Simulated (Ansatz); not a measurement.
# Cu2H3: a trial structure relaxed, part 1 of 2

Aim: relax a trial structure of Cu2H3 and see where it ends.

Method: DFT PBE, scalar-relativistic, plane waves, PAW, in Ansatz 0.2.0.

## 1. The structure to begin with

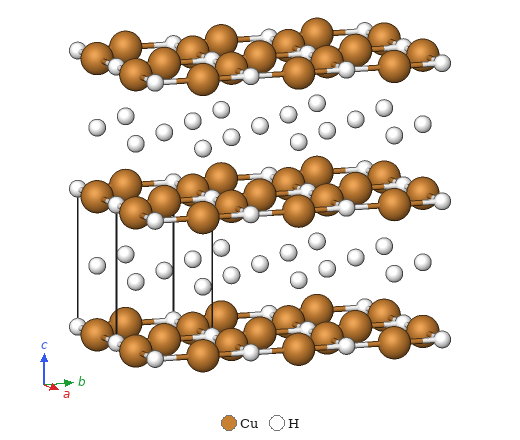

The starting structure, seen slightly off an axis (copper orange, hydrogen white). 2×3×2 cells are drawn. Atoms on the faces are drawn again on the opposite ones.

Structure file:

```
CELL_PARAMETERS angstrom
3.49283 0.00000 0.00000
0.00000 3.49283 0.00000
0.00000 0.00000 4.74283
ATOMIC_POSITIONS crystal
Cu 0.50000 0.00000 0.00000
Cu 0.00000 0.50000 0.00000
H 0.50000 0.00000 0.50000
H 0.00000 0.50000 0.50000
H 0.00000 0.00000 0.00000
```

The cell is invented: random cell by space group and Wyckoff sites (P4/mmm, No. 123). Lengths come from tabulated atomic sizes and are only a guess.

## 2. A first look at the guess

input.yaml

```yaml
crystal:
  lattice:
    - [3.49282585, 0.0, 0.0]
    - [0.0, 3.49282585, 0.0]
    - [0.0, 0.0, 4.74282592]
  atoms:
    - { symbol: Cu, position: [0.5, 0.0, 0.0] }
    - { symbol: Cu, position: [0.0, 0.5, 0.0] }
    - { symbol: H, position: [0.5, 0.0, 0.5] }
    - { symbol: H, position: [0.0, 0.5, 0.5] }
    - { symbol: H, position: [0.0, 0.0, 0.0] }
basis:
  ecutwfc: 420
kpoints:
  mp_grid: { grid: [6, 6, 4] }
hamiltonian:
  xc: pbe
scf:
  occupations: { method: gaussian, width: 0.1 }
  lower_state_search: "off"
output:
  forces: true
  stress: true
  eigenvalues: true
```

Run with:

```
$ ansatz run input.yaml --threads 1 --pin off --max-ram 2048MiB --backend cpu --events-out ev --progress --plain --runs-dir out
```

Log, cut to the lines that bear on the results:

```text
Warning: RAYON_NUM_THREADS=1 ignored (pool sized by the plan → 1); use --threads N
[...]
Pseudopotentials: kind: paw
Pseudopotential: Cu, paw, valence charge 19, recommended cutoff 420 eV (normal), Cu.paw.azcp
Pseudopotential: H, paw, valence charge 1, recommended cutoff 420 eV (normal), H.paw.azcp
Functional definition: PBE
[...]
Crystal: 5 atoms, lattice volume = 57.862 Å³
Basis set: ecut = 420 eV, 1131 PW (Γ), exchange–correlation on 48×48×64 points (8 copies of the dense FFT grid, shifted against one another)
Bands: 26, of which v1, the nominal top of the filled ones, is band 21 counted from 1 (20 counted from 0)
Symmetry: 16 space group operations
Space group: P4/mmm (ITA 123), of the structure as read, at distance tolerance 3.9e-5 Å
[...]
SCF converged after 8 iterations
Free energy (F): -13293.260404 eV
[...]
E sigma→0 (E₀):  -13293.255136 eV
Entropy (-TS):   -0.010534 eV (-2.107 meV/atom)
Fermi energy:    4.762453 eV
[...]
--- Forces (eV/Å), atoms counted from 1 ---
  atom   1  Cu     0.00000000    -0.00000000     0.00000000
  atom   2  Cu     0.00000000    -0.00000000     0.00000000
  atom   3  H      0.00000000     0.00000000     0.00000000
  atom   4  H      0.00000000     0.00000000     0.00000000
  atom   5  H      0.00000000     0.00000000     0.00000000
[...]
--- Stress (GPa, compression-positive) ---
       -1.399737       0.000000       0.000000
        0.000000      -1.399737       0.000000
        0.000000       0.000000     -22.463966
  P = ⅓ Tr σ = -8.4211 GPa (-84.211 kbar)
--- Band table (eV; the first three rows and the last of 30) ---
[... band rows left out ...]
[...]
```

Run time: 2.3 s. Hardware: 1 thread of Arm Neoverse V1, shared host; peak memory 0.32 GiB.

From the probe: pressure -8.4 GPa, largest force 0.00 eV/Å, gap on this mesh none (metal). A cheap, loose relaxation comes first.

## 3. Rough relaxation on the coarse mesh

Edit input.yaml of step 2 so:

```diff
@@ -24 +24,6 @@
   eigenvalues: true
+relax:
+  adjacent_minimum: "off"
+  f_tol: 0.04
+  max_steps: 70
+  cell: { stress_tol: 0.4 }
```

Run with:

```
$ ansatz run input.yaml --threads 1 --pin off --max-ram 2048MiB --backend cpu --events-out ev --progress --plain --runs-dir out
```

Log:

```text
Warning: RAYON_NUM_THREADS=1 ignored (pool sized by the plan → 1); use --threads N
Engine: ansatz 0.2.0, aarch64-unknown-linux-gnu
[... 4 set-up lines as earlier in the session ...]
  parameter kappa = 0.804
  parameter beta = 0.06672455060314922
  exchange = pbe_x(kappa = kappa, mu = beta*pi^2/3)
  correlation = pbe_c(beta = beta)
Crystal: 5 atoms, lattice volume = 57.862 Å³
Basis set: ecut = 420 eV, 1131 PW (Γ), exchange–correlation on 48×48×64 points (8 copies of the dense FFT grid, shifted against one another)
Bands: 26, of which v1, the nominal top of the filled ones, is band 21 counted from 1 (20 counted from 0)
[... 2 set-up lines as earlier in the session ...]
k-points: 30 of 144
Non-local potential: Cu, projectors of the file, l = 0: 3, l = 1: 2, l = 2: 3, l = 3: 1
Non-local potential: H, projectors of the file, l = 0: 2, l = 1: 1
PAW form: soft (Blöchl's): semilocal exchange-correlation on the pseudo side does not see the compensation charge
PAW one-centre angular grid: Cu, 590 points (default); XC on 64 Gauss nodes
PAW one-centre angular grid: H, 110 points (default); XC on 64 Gauss nodes
Initial density: superposition of atomic densities (neutral atoms: chi_scale 0, normalization atom), corrected by the library's trained network
Initial wavefunctions: pseudopotential atomic-orbital guess
Functional: x = pbe(κ = 0.804, μ = 0.2195149727645171), c = pbe(β = 0.06672455060314922)
SCF iter   1: F=—  HF=-13293.261286 eV  |F-HF|=—  |Δ(HF+E_count)|=         —  Δρ=3.76e-3  dr2=1.46e-2  ethr=1.77e-3  ⟨swp⟩=5.3  Hψ=3247  notcnv=0
preconditioner: auto → LDOS  [metal: Δε(μ)=0.042 eV  Ē_g=8.136 eV  σ=0.100 eV  W_gap=0.23  n_scr=18 (ndim 8)  ℏωp=24.4 eV  f_vac=0.063  D(μ)=2.25/eV (n_scr^D=20)  β→1.0]
SCF iter   2: F=—  HF=-13293.262344 eV  |F-HF|=—  |Δ(HF+E_count)|=   1.06e-3  Δρ=5.99e-3  dr2=1.17e-2  ethr=3.57e-5  ⟨swp⟩=2.0  Hψ=1381  notcnv=0  defer=3
SCF iter   3: F=—  HF=-13293.261695 eV  |F-HF|=—  |Δ(HF+E_count)|=   6.49e-4  Δρ=3.89e-3  dr2=4.63e-3  ethr=2.84e-5  ⟨swp⟩=2.5  Hψ=1324  notcnv=0  defer=4
SCF iter   4: F=—  HF=-13293.260476 eV  |F-HF|=—  |Δ(HF+E_count)|=   1.22e-3  Δρ=5.84e-4  dr2=2.23e-4  ethr=1.13e-5  ⟨swp⟩=2.0  Hψ=1050  notcnv=0  defer=4
SCF iter   5: F=—  HF=-13293.260441 eV  |F-HF|=—  |Δ(HF+E_count)|=   3.43e-5  Δρ=2.10e-4  dr2=3.88e-5  ethr=5.45e-7  ⟨swp⟩=2.1  Hψ=1071  notcnv=0  defer=4
SCF iter   6: F=—  HF=-13293.260404 eV  |F-HF|=—  |Δ(HF+E_count)|=   3.75e-5  Δρ=6.81e-5  dr2=3.77e-6  ethr=9.45e-8  ⟨swp⟩=1.1  Hψ=757  notcnv=0  defer=4
SCF iter   7: F=—  HF=-13293.260404 eV  |F-HF|=—  |Δ(HF+E_count)|=   2.91e-7  Δρ=1.65e-5  dr2=1.69e-7  ethr=9.19e-9  ⟨swp⟩=1.3  Hψ=764  notcnv=0  defer=4
SCF iter   8: F=-13293.260404 eV  HF=-13293.260404 eV  |F-HF|=9.42e-10  |Δ(HF+E_count)|=   1.02e-8  Δρ=2.60e-6  dr2=3.25e-9  ethr=2.44e-10  ⟨swp⟩=6.6  Hψ=2802  notcnv=0
SCF 1 converged in 8 iterations: F = -13293.260404 eV  dr2 = 3.25e-9
relax step   1: F+E_penalty+E_count = -13293.26040358 eV  Δ(F+E_penalty+E_count) = +0.000e0 eV  max|allowed force component| = 3.425e-28 eV/Å  Δτ_max = 0.0000 Å  P = -8.421 GPa  Ω = 57.862 Å³  (8 SCF iters, dr2 threshold 1.00e-7 eV, accepted)
Crystal: 5 atoms, lattice volume = 54.854 Å³
Basis set: ecut = 420 eV, 1035 PW (Γ), exchange–correlation on 48×48×64 points (8 copies of the dense FFT grid, shifted against one another)
Initial density: handed on by an earlier stage of this run
Initial wavefunctions: those handed on with the density
iter 1 solved again at ethr=6.58e-4 eV; its pass at ethr=3.10e-3 eV (dr2=2.70e-1 eV) is discarded
SCF iter   1: F=—  HF=-13293.724541 eV  |F-HF|=—  |Δ(HF+E_count)|=         —  Δρ=2.18e-2  dr2=2.72e-1  ethr=6.58e-4  ⟨swp⟩=1.0  Hψ=3952  notcnv=0
preconditioner: auto → LDOS  [metal: Δε(μ)=0.008 eV  Ē_g=8.288 eV  σ=0.100 eV  W_gap=0.04  n_scr=18 (ndim 8)  ℏωp=25.1 eV  f_vac=0.056  D(μ)=1.95/eV (n_scr^D=14)  β→1.0]
SCF iter   2: F=—  HF=-13293.704350 eV  |F-HF|=—  |Δ(HF+E_count)|=   2.02e-2  Δρ=1.65e-2  dr2=8.33e-2  ethr=6.58e-4  ⟨swp⟩=2.1  Hψ=1272  notcnv=0
SCF iter   3: F=—  HF=-13293.685422 eV  |F-HF|=—  |Δ(HF+E_count)|=   1.89e-2  Δρ=5.10e-3  dr2=2.21e-2  ethr=2.03e-4  ⟨swp⟩=2.0  Hψ=1476  notcnv=0  defer=29
SCF iter   4: F=—  HF=-13293.683535 eV  |F-HF|=—  |Δ(HF+E_count)|=   1.89e-3  Δρ=1.67e-3  dr2=1.97e-3  ethr=5.38e-5  ⟨swp⟩=1.0  Hψ=749  notcnv=0  defer=30
SCF iter   5: F=—  HF=-13293.683618 eV  |F-HF|=—  |Δ(HF+E_count)|=   8.33e-5  Δρ=6.80e-4  dr2=2.76e-4  ethr=4.81e-6  ⟨swp⟩=1.5  Hψ=770  notcnv=0  defer=30
SCF iter   6: F=—  HF=-13293.683610 eV  |F-HF|=—  |Δ(HF+E_count)|=   7.81e-6  Δρ=6.95e-5  dr2=1.84e-6  ethr=6.72e-7  ⟨swp⟩=1.6  Hψ=797  notcnv=0  defer=30
SCF iter   7: F=-13293.683612 eV  HF=-13293.683612 eV  |F-HF|=8.29e-10  |Δ(HF+E_count)|=   1.47e-6  Δρ=8.97e-6  dr2=3.44e-8  ethr=1.22e-9  ⟨swp⟩=8.2  Hψ=3710  notcnv=0
SCF 2 converged in 7 iterations: F = -13293.683612 eV  dr2 = 3.44e-8
relax step   2: F+E_penalty+E_count = -13293.68361155 eV  Δ(F+E_penalty+E_count) = -4.232e-1 eV  max|allowed force component| = 9.979e-30 eV/Å  Δτ_max = 0.0000 Å  P = -8.537 GPa  Ω = 54.854 Å³  energy of the carried Pulay correction = +2.342e-3 eV  (7 SCF iters, dr2 threshold 5.00e-7 eV, accepted)
Crystal: 5 atoms, lattice volume = 51.951 Å³
Basis set: ecut = 420 eV, 1011 PW (Γ), exchange–correlation on 48×48×64 points (8 copies of the dense FFT grid, shifted against one another)
iter 1 solved again at ethr=5.04e-4 eV; its pass at ethr=3.10e-3 eV (dr2=2.07e-1 eV) is discarded
SCF iter   1: F=—  HF=-13294.184654 eV  |F-HF|=—  |Δ(HF+E_count)|=         —  Δρ=2.07e-2  dr2=2.06e-1  ethr=5.04e-4  ⟨swp⟩=1.0  Hψ=4648  notcnv=0
preconditioner: auto → LDOS  [metal: Δε(μ)=0.040 eV  Ē_g=8.556 eV  σ=0.100 eV  W_gap=0.23  n_scr=18 (ndim 8)  ℏωp=25.8 eV  f_vac=0.050  D(μ)=1.35/eV (n_scr^D=6)  β→1.0]
SCF iter   2: F=—  HF=-13294.184167 eV  |F-HF|=—  |Δ(HF+E_count)|=   4.87e-4  Δρ=2.40e-2  dr2=1.57e-1  ethr=5.02e-4  ⟨swp⟩=3.0  Hψ=1387  notcnv=0
SCF iter   3: F=—  HF=-13294.149577 eV  |F-HF|=—  |Δ(HF+E_count)|=   3.46e-2  Δρ=4.53e-3  dr2=7.60e-3  ethr=3.82e-4  ⟨swp⟩=2.0  Hψ=1429  notcnv=0  defer=31
SCF iter   4: F=—  HF=-13294.148590 eV  |F-HF|=—  |Δ(HF+E_count)|=   9.87e-4  Δρ=1.21e-3  dr2=4.30e-4  ethr=1.85e-5  ⟨swp⟩=2.4  Hψ=1240  notcnv=0  defer=31
SCF iter   5: F=—  HF=-13294.148647 eV  |F-HF|=—  |Δ(HF+E_count)|=   5.63e-5  Δρ=2.15e-4  dr2=1.45e-5  ethr=1.05e-6  ⟨swp⟩=2.2  Hψ=1215  notcnv=0  defer=31
SCF iter   6: F=-13294.148651 eV  HF=-13294.148651 eV  |F-HF|=9.08e-8  |Δ(HF+E_count)|=   4.20e-6  Δρ=2.33e-5  dr2=1.82e-7  ethr=1.22e-9  ⟨swp⟩=7.7  Hψ=4531  notcnv=0
SCF 3 converged in 6 iterations: F = -13294.148651 eV  dr2 = 1.82e-7
relax step   3: F+E_penalty+E_count = -13294.14865093 eV  Δ(F+E_penalty+E_count) = -4.650e-1 eV  max|allowed force component| = 1.011e-29 eV/Å  Δτ_max = 0.0000 Å  P = -8.350 GPa  Ω = 51.951 Å³  energy of the carried Pulay correction = +4.737e-3 eV  (6 SCF iters, dr2 threshold 5.00e-7 eV, accepted)
[... from here on, the SCF cycles and remarks between the steps are left out ...]
relax step   4: F+E_penalty+E_count = -13294.62203490 eV  Δ(F+E_penalty+E_count) = -4.734e-1 eV  max|allowed force component| = 1.074e-28 eV/Å  Δτ_max = 0.0000 Å  P = -7.606 GPa  Ω = 49.207 Å³  energy of the carried Pulay correction = +7.125e-3 eV  (6 SCF iters, dr2 threshold 5.00e-7 eV, accepted)
relax step   5: F+E_penalty+E_count = -13295.06861347 eV  Δ(F+E_penalty+E_count) = -4.466e-1 eV  max|allowed force component| = 2.264e-29 eV/Å  Δτ_max = 0.0000 Å  P = -6.167 GPa  Ω = 46.648 Å³  energy of the carried Pulay correction = +9.463e-3 eV  (7 SCF iters, dr2 threshold 5.00e-7 eV, accepted)
relax step   6: F+E_penalty+E_count = -13295.48970530 eV  Δ(F+E_penalty+E_count) = -4.211e-1 eV  max|allowed force component| = 1.007e-29 eV/Å  Δτ_max = 0.0000 Å  P = -3.907 GPa  Ω = 44.301 Å³  energy of the carried Pulay correction = +1.170e-2 eV  (8 SCF iters, dr2 threshold 5.00e-7 eV, accepted)
relax step   7: F+E_penalty+E_count = -13295.87524516 eV  Δ(F+E_penalty+E_count) = -3.855e-1 eV  max|allowed force component| = 1.239e-28 eV/Å  Δτ_max = 0.0000 Å  P = -3.494 GPa  Ω = 44.322 Å³  energy of the carried Pulay correction = +1.128e-2 eV  (7 SCF iters, dr2 threshold 5.00e-7 eV, accepted)
relax step   8: F+E_penalty+E_count = -13295.99390108 eV  Δ(F+E_penalty+E_count) = -1.187e-1 eV  max|allowed force component| = 1.622e-28 eV/Å  Δτ_max = 0.0000 Å  P = +3.639 GPa  Ω = 41.727 Å³  energy of the carried Pulay correction = +1.393e-2 eV  (8 SCF iters, dr2 threshold 5.00e-7 eV, accepted)
relax step   9: F+E_penalty+E_count = -13296.00879781 eV  Δ(F+E_penalty+E_count) = -1.490e-2 eV  max|allowed force component| = 9.427e-30 eV/Å  Δτ_max = 0.0000 Å  P = -0.532 GPa  Ω = 43.874 Å³  energy of the carried Pulay correction = +1.145e-2 eV  (7 SCF iters, dr2 threshold 5.00e-7 eV, accepted)
relax step  10: F+E_penalty+E_count = -13296.01080396 eV  Δ(F+E_penalty+E_count) = -2.006e-3 eV  max|allowed force component| = 1.653e-28 eV/Å  Δτ_max = 0.0000 Å  P = -0.036 GPa  Ω = 43.469 Å³  energy of the carried Pulay correction = +1.193e-2 eV  (6 SCF iters, dr2 threshold 5.00e-7 eV, accepted)
Basis set: ecut = 420 eV, 859 PW (Γ), exchange–correlation on 50×50×48 points (8 copies of the dense FFT grid, shifted against one another)
Initial wavefunctions: pseudopotential atomic-orbital guess (no wavefunctions were taken with the density)
iter 1 solved again at ethr=8.62e-8 eV; its pass at ethr=3.10e-3 eV (dr2=3.53e-5 eV) is discarded
SCF iter   1: F=—  HF=-13296.005361 eV  |F-HF|=—  |Δ(HF+E_count)|=         —  Δρ=1.41e-3  dr2=3.22e-5  ethr=8.62e-8  ⟨swp⟩=3.0  Hψ=5020  notcnv=0
preconditioner: auto → LDOS  [insulator: Δε(μ)=0.313 eV  Ē_g=9.881 eV  σ=0.100 eV  W_gap=0.79  n_scr=18 (ndim 8)  ℏωp=28.2 eV  f_vac=0.046  D(μ)=1.43/eV (n_scr^D=10)  ε∞_Penn≈9.1  β→1.0]
SCF iter   2: F=—  HF=-13296.010448 eV  |F-HF|=—  |Δ(HF+E_count)|=   5.09e-3  Δρ=1.27e-3  dr2=4.12e-4  ethr=7.85e-8  ⟨swp⟩=2.0  Hψ=1403  notcnv=0  recentre
SCF iter   3: F=—  HF=-13296.009970 eV  |F-HF|=—  |Δ(HF+E_count)|=   4.78e-4  Δρ=4.33e-4  dr2=8.86e-6  ethr=7.85e-8  ⟨swp⟩=2.0  Hψ=1401  notcnv=0
SCF iter   4: F=—  HF=-13296.010359 eV  |F-HF|=—  |Δ(HF+E_count)|=   3.89e-4  Δρ=1.38e-4  dr2=5.76e-6  ethr=2.16e-8  ⟨swp⟩=2.0  Hψ=1399  notcnv=0
SCF iter   5: F=—  HF=-13296.010345 eV  |F-HF|=—  |Δ(HF+E_count)|=   1.45e-5  Δρ=4.54e-5  dr2=6.16e-7  ethr=1.40e-8  ⟨swp⟩=2.2  Hψ=1071  notcnv=0
SCF iter   6: F=—  HF=-13296.010348 eV  |F-HF|=—  |Δ(HF+E_count)|=   3.12e-6  Δρ=9.93e-6  dr2=3.36e-8  ethr=1.50e-9  ⟨swp⟩=2.5  Hψ=1061  notcnv=0
SCF iter   7: F=-13296.010348 eV  HF=-13296.010348 eV  |F-HF|=1.02e-9  |Δ(HF+E_count)|=   5.72e-9  Δρ=2.04e-6  dr2=1.58e-9  ethr=7.80e-12  ⟨swp⟩=3.0  Hψ=2936  notcnv=0
SCF 11 converged in 7 iterations: F = -13296.010348 eV  dr2 = 1.58e-9
relax step  11: F+E_penalty+E_count = -13296.01034779 eV  Δ(F+E_penalty+E_count) = +4.562e-4 eV  max|allowed force component| = 1.519e-28 eV/Å  Δτ_max = 0.0000 Å  P = -0.001 GPa  Ω = 43.469 Å³  stress off target by 3.11e-1 GPa  SCF on the basis re-selected at this cell (its energy is not comparable with the rows above)  (7 SCF iters)
basis re-selected at this cell: Δ(F+E_penalty+E_count) = +4.562e-4 eV, ΔP = +0.034 GPa vs the last step (what re-selecting the basis moved, of the pressure what is left beyond the Pulay correction that the steps carried, after the strain that the cell walked since its last selection, with what the two solves' SCF thresholds leave and, on support functions, any second-order correction that the steps lacked; it is no measure of the basis error at this ecutwfc). The dense FFT grid was sized anew with the basis: this SCF ran on 25×25×24 points, the steps before it on 24×24×32, so part of this shift can come from that change (see relax.cell in the input reference). This SCF's stress stands 3.11e-1 GPa from its target on what of the cell is left free (relax.cell.stress_tol is 4.00e-1 GPa) and its largest allowed force component is 1.52e-28 eV/Å (relax.f_tol is 4.00e-2 eV/Å): within both
SCF converged after 7 iterations
Free energy (F): -13296.010348 eV
Harris-Foulkes:  -13296.010348 eV  (|F-HF|=1.02e-9)
Internal energy: -13296.003213 eV  (E = F + TS)
E sigma→0 (E₀):  -13296.006781 eV
Entropy (-TS):   -0.007135 eV (-1.427 meV/atom)
Fermi energy:    8.685885 eV
--- Per-component energies (eV) ---
  E_band       = -1035.622720
  E_kinetic    = 638.065667
  E_local      = -10341.601218  (includes V_loc(G=0)·N_el)
  E_nonlocal   = 782.916629
  E_hartree    = 4526.236292
  E_xc         = -204.419658
  E_vxc        = -263.773217  (∫ρ·V_xc dr)
  E_paw        = -3326.231865  (= ΣΔE_a)
  E_vpaw       = -903.697606  (= ΣTr[D̂ρ^β])
  E_aug_tail   = -0.003228  (compensation charges beyond the density's cutoff)
  E_ewald      = -5370.965833
  E_smearing   = -0.007135  (= −TS)
  E_closure    = -0.000000  (closes the sum)
  Σ components = -13296.010348   (vs F -13296.010348, Δ=0.00e0)
--- Forces (eV/Å), atoms counted from 1 ---
  atom   1  Cu     0.00000000    -0.00000000    -0.00000000
  atom   2  Cu    -0.00000000     0.00000000     0.00000000
  atom   3  H      0.00000000    -0.00000000    -0.00000000
  atom   4  H     -0.00000000     0.00000000     0.00000000
  atom   5  H     -0.00000000     0.00000000     0.00000000
  max |Σ_I F_I| component: 8.26e-29 eV/Å
--- Stress (GPa, compression-positive) ---
        0.153068       0.000000      -0.000000
        0.000000       0.153068       0.000000
       -0.000000       0.000000      -0.310598
  P = ⅓ Tr σ = -0.0015 GPa (-0.015 kbar)
--- Band table (eV; the first three rows and the last of 30) ---
  k-point 0: bands = ["-104.4189", "-104.4127", "-61.9004", "-61.8938", "-61.8316", "-61.8316", "-61.6272", "-61.6272", "-1.2952", "2.4111", "2.7912", "4.4199", "4.6842", "5.4491", "5.4491", "5.9956", "5.9956", "6.2371", "6.6573", "9.8753", "11.5481", "11.5481", "11.7909", "15.5119", "16.5094", "22.0668"]
  k-point 1: bands = ["-104.4188", "-104.4126", "-61.9034", "-61.8967", "-61.8314", "-61.8314", "-61.6271", "-61.6271", "-0.4327", "2.5423", "3.7735", "4.5099", "4.7118", "5.2210", "5.2210", "5.9119", "5.9119", "6.2415", "6.6593", "8.9230", "9.0233", "12.5609", "12.5609", "13.8234", "19.7482", "20.2149"]
  k-point 2: bands = ["-104.4187", "-104.4125", "-61.9064", "-61.8996", "-61.8313", "-61.8313", "-61.6270", "-61.6270", "0.9517", "2.6305", "4.5739", "4.7396", "5.0219", "5.0219", "5.8013", "5.8312", "5.8312", "6.0787", "6.2670", "6.6613", "7.0016", "14.0138", "14.0138", "14.2487", "17.7936", "19.0229"]
  k-point 29: bands = ["-104.4156", "-104.4156", "-61.9029", "-61.9029", "-61.8526", "-61.8076", "-61.6507", "-61.6071", "3.9186", "4.4984", "4.6851", "4.6851", "4.7336", "5.0780", "5.0780", "5.7295", "5.7295", "5.8435", "5.9301", "5.9301", "5.9756", "10.4024", "11.1844", "11.1844", "14.4971", "15.1406"]
--- Relaxed structure (10 steps of the walk, 10 accepted, 1 SCFs on fresh bases) ---
  F+E_penalty+E_count = -13296.01034779 eV   max|allowed force component| = 1.519e-28 eV/Å   (the final SCF, on the basis selected at the relaxed cell)
  cell:  # Å, volume = 43.4692 Å³
    - [3.7100230761315944, -1.891398326999196e-33, 0.0]
    - [-1.891398326999196e-33, 3.7100230761315944, 0.0]
    - [0.0, 0.0, 3.1581215164492336]
  atoms:
    - { symbol: Cu, position: [0.49999999999999994, -3.629843689524015e-35, 0.0] }
    - { symbol: Cu, position: [7.299803586564657e-35, 0.49999999999999994, 0.0] }
    - { symbol: H, position: [0.49999999999999994, -5.013179758117292e-36, 0.5] }
    - { symbol: H, position: [-1.9565401343844425e-35, 0.49999999999999994, 0.5] }
    - { symbol: H, position: [-2.226584135318466e-36, -1.0290211082451264e-35, 0.0] }
```

Wall time 32 s (1 thread of Arm Neoverse V1, shared host); peak memory 0.33 GiB.

The steps of the relaxation:

| step | energy from step 1 (eV/cell) | largest force component (eV/Å) | pressure (GPa) | volume (Å³) |
| --- | --- | --- | --- | --- |
| 1 | 0.0000 | 0.0000 | -8.42 | 57.86 |
| 2 | -0.4232 | 0.0000 | -8.54 | 54.85 |
| 3 | -0.8882 | 0.0000 | -8.35 | 51.95 |
| 4 | -1.3616 | 0.0000 | -7.61 | 49.21 |
| 5 | -1.8082 | 0.0000 | -6.17 | 46.65 |
| 6 | -2.2293 | 0.0000 | -3.91 | 44.30 |
| 7 | -2.6148 | 0.0000 | -3.49 | 44.32 |
| 8 | -2.7335 | 0.0000 | 3.64 | 41.73 |
| 9 | -2.7484 | 0.0000 | -0.53 | 43.87 |
| 10 | -2.7504 | 0.0000 | -0.04 | 43.47 |
| 11 | -2.7499 | 0.0000 | 0.00 | 43.47 |

Step 1 is the start. Step 11 repeats the geometry before it on a plane-wave basis chosen anew for that cell, so its energy need not be comparable with the rows above.

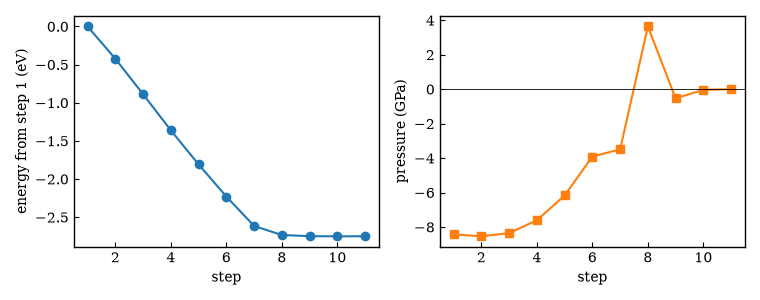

Energy and pressure along the relaxation.

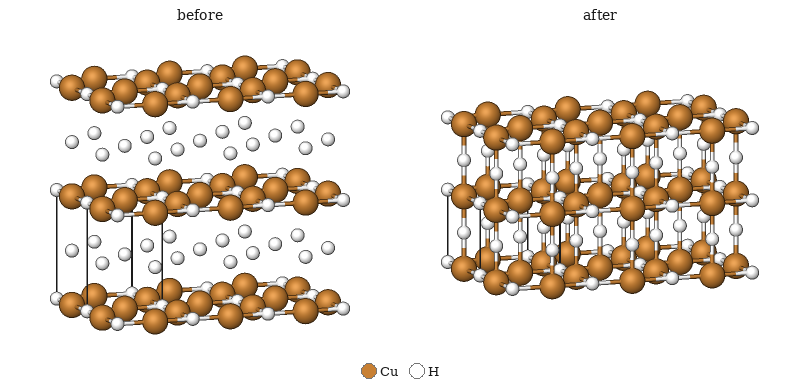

Before and after, at one scale.

|  | before | after | change |
| --- | --- | --- | --- |
| a (Å) | 3.493 | 3.710 | +6.2 % |
| b (Å) | 3.493 | 3.710 | +6.2 % |
| c (Å) | 4.743 | 3.158 | -33.4 % |
| volume (Å³/atom) | 11.57 | 8.69 | -24.9 % |
| shortest distance (Å) | 1.746 | 1.579 | -9.6 % |
| space group (0.01 Å) | P4/mmm | P4/mmm | same |

Forces and stress were held to the start's 16 operations: a distortion of lower symmetry was not tested.

(Continued in part 2 of 2.)
